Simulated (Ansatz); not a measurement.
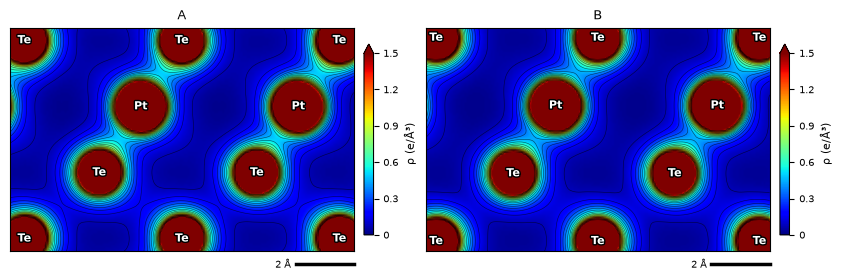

Te₂Pt. The valence pseudo-density of two cells that differ in size, on the (110) plane of each (indices in the axes of the calculation cell), at one length scale and on one colour scale; one has 24.3 and the other 26.2 Å³ an atom.

Computed with DFT PBEsol, scalar-relativistic, plane waves, PAW in Ansatz 0.2.0.

The density is the valence pseudo-density of a PAW calculation; it isn't the true density close to the nuclei.

Q: Which panel shows the smaller cell, and what does the compression change?

A: Panel A is the smaller cell, by 7 % in volume. From the larger cell to the smaller, Te–Pt goes from 2.75 to 2.68 Å, and the density at its midpoint from 0.44 to 0.49 e/Å³; the pressure goes from −6 to 1.7 GPa.
